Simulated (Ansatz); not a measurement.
Si12HO24 (cell with a defect)

Input

```
crystal:
  lattice:
    - [9.8316, 0.0, 0.0]
    - [-4.9158, 8.51441536, 0.0]
    - [0.0, 0.0, 10.8182]
  atoms:
    - { symbol: Si, position: [0.26515, 0.0, 0.16666667] }
    - { symbol: Si, position: [0.0, 0.26515, 0.33333333] }
    - { symbol: Si, position: [0.23485, 0.23485, 0.0] }
    - { symbol: O, position: [0.0731, 0.2071, 0.4405] }
    - { symbol: O, position: [0.2929, 0.366, 0.10716667] }
    - { symbol: O, position: [0.134, 0.4269, 0.27383333] }
    - { symbol: O, position: [0.2071, 0.0731, 0.0595] }
    - { symbol: O, position: [0.366, 0.2929, 0.39283333] }
    - { symbol: O, position: [0.4269, 0.134, 0.22616667] }
    - { symbol: Si, position: [0.26515, 0.0, 0.66666667] }
    - { symbol: Si, position: [0.0, 0.26515, 0.83333333] }
    - { symbol: Si, position: [0.23485, 0.23485, 0.5] }
    - { symbol: O, position: [0.0731, 0.2071, 0.9405] }
    - { symbol: O, position: [0.2929, 0.366, 0.60716667] }
    - { symbol: O, position: [0.134, 0.4269, 0.77383333] }
    - { symbol: O, position: [0.2071, 0.0731, 0.5595] }
    - { symbol: O, position: [0.366, 0.2929, 0.89283333] }
    - { symbol: O, position: [0.4269, 0.134, 0.72616667] }
    - { symbol: Si, position: [0.26515, 0.5, 0.16666667] }
    - { symbol: Si, position: [0.0, 0.76515, 0.33333333] }
    - { symbol: Si, position: [0.23485, 0.73485, 0.0] }
    - { symbol: O, position: [0.0731, 0.7071, 0.4405] }
    - { symbol: O, position: [0.2929, 0.866, 0.10716667] }
    - { symbol: O, position: [0.134, 0.9269, 0.27383333] }
    - { symbol: O, position: [0.2071, 0.5731, 0.0595] }
    - { symbol: O, position: [0.366, 0.7929, 0.39283333] }
    - { symbol: O, position: [0.4269, 0.634, 0.22616667] }
    - { symbol: Si, position: [0.26515, 0.5, 0.66666667] }
    - { symbol: Si, position: [0.0, 0.76515, 0.83333333] }
    - { symbol: Si, position: [0.23485, 0.73485, 0.5] }
    - { symbol: O, position: [0.0731, 0.7071, 0.9405] }
    - { symbol: O, position: [0.2929, 0.866, 0.60716667] }
    - { symbol: O, position: [0.134, 0.9269, 0.77383333] }
    - { symbol: O, position: [0.2071, 0.5731, 0.5595] }
    - { symbol: O, position: [0.366, 0.7929, 0.89283333] }
    - { symbol: O, position: [0.4269, 0.634, 0.72616667] }
    - { symbol: Si, position: [0.76515, 0.0, 0.16666667] }
    - { symbol: Si, position: [0.5, 0.26515, 0.33333333] }
    - { symbol: Si, position: [0.73485, 0.23485, 0.0] }
    - { symbol: O, position: [0.5731, 0.2071, 0.4405] }
    - { symbol: O, position: [0.7929, 0.366, 0.10716667] }
    - { symbol: O, position: [0.634, 0.4269, 0.27383333] }
    - { symbol: O, position: [0.7071, 0.0731, 0.0595] }
    - { symbol: O, position: [0.866, 0.2929, 0.39283333] }
    - { symbol: O, position: [0.9269, 0.134, 0.22616667] }
    - { symbol: Si, position: [0.76515, 0.0, 0.66666667] }
    - { symbol: Si, position: [0.5, 0.26515, 0.83333333] }
    - { symbol: Si, position: [0.73485, 0.23485, 0.5] }
    - { symbol: O, position: [0.5731, 0.2071, 0.9405] }
    - { symbol: O, position: [0.7929, 0.366, 0.60716667] }
    - { symbol: O, position: [0.634, 0.4269, 0.77383333] }
    - { symbol: O, position: [0.7071, 0.0731, 0.5595] }
    - { symbol: O, position: [0.866, 0.2929, 0.89283333] }
    - { symbol: O, position: [0.9269, 0.134, 0.72616667] }
    - { symbol: Si, position: [0.76515, 0.5, 0.16666667] }
    - { symbol: Si, position: [0.5, 0.76515, 0.33333333] }
    - { symbol: Si, position: [0.73485, 0.73485, 0.0] }
    - { symbol: O, position: [0.5731, 0.7071, 0.4405] }
    - { symbol: O, position: [0.7929, 0.866, 0.10716667] }
    - { symbol: O, position: [0.634, 0.9269, 0.27383333] }
    - { symbol: O, position: [0.7071, 0.5731, 0.0595] }
    - { symbol: O, position: [0.866, 0.7929, 0.39283333] }
    - { symbol: O, position: [0.9269, 0.634, 0.22616667] }
    - { symbol: Si, position: [0.76515, 0.5, 0.66666667] }
    - { symbol: Si, position: [0.5, 0.76515, 0.83333333] }
    - { symbol: Si, position: [0.73485, 0.73485, 0.5] }
    - { symbol: O, position: [0.5731, 0.7071, 0.9405] }
    - { symbol: O, position: [0.7929, 0.866, 0.60716667] }
    - { symbol: O, position: [0.634, 0.9269, 0.77383333] }
    - { symbol: O, position: [0.7071, 0.5731, 0.5595] }
    - { symbol: O, position: [0.866, 0.7929, 0.89283333] }
    - { symbol: O, position: [0.9269, 0.634, 0.72616667] }
    - { symbol: H, position: [0.15, 0.15, 0.28466381] }
    - { symbol: H, position: [0.15, 0.15, 0.21533619] }
scf:
  occupations: { method: gaussian, width: 0.02 }
output:
  forces: true
  stress: false
  eigenvalues: true
  write_density: true
  write_potential: true
  elf: true
  volumetric_format: npy
kpoints:
  mp_grid: { grid: [1, 1, 1] }
hamiltonian:
  xc: pbe
  dispersion: d3bj
relax:
  f_tol: 0.01
  max_steps: 60
```

Command:

```sh
ansatz run input.yaml --threads 4 --pin off --max-ram 20480MiB --backend cpu --events-out ev --progress --plain --runs-dir out
```

The fields are those of the relaxed geometry.

Level of theory: DFT PBE+D3(BJ), scalar-relativistic, plane waves, PAW in Ansatz.

### What will maps of the valence pseudo-density and electron localisation function show?

Si–O (1.62 Å): ρ at the midpoint is about 1.2 e/Å³; the ELF peaks at about 0.85 between the atoms, as expected for a polar covalent bond.

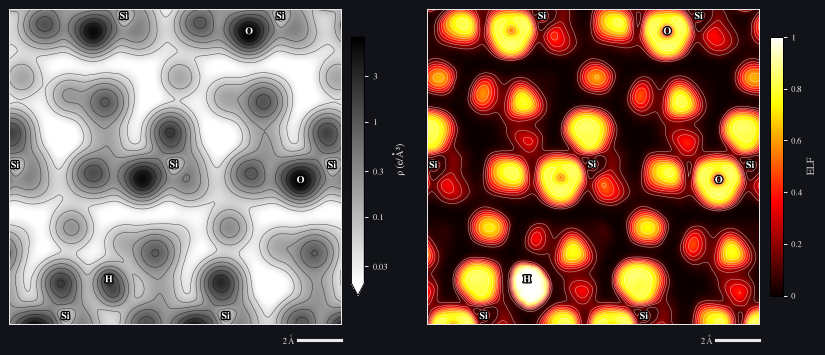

Computed valence pseudo-density and electron localisation function on the (111) plane of the calculation cell, in this order. Atoms just off the plane (Si, 0.5 Å away, O, 0.3 Å away and H, 0.3 Å away) can leave unmarked features too.

The density is the valence pseudo-density of a PAW calculation; it isn't the true density close to the nuclei.
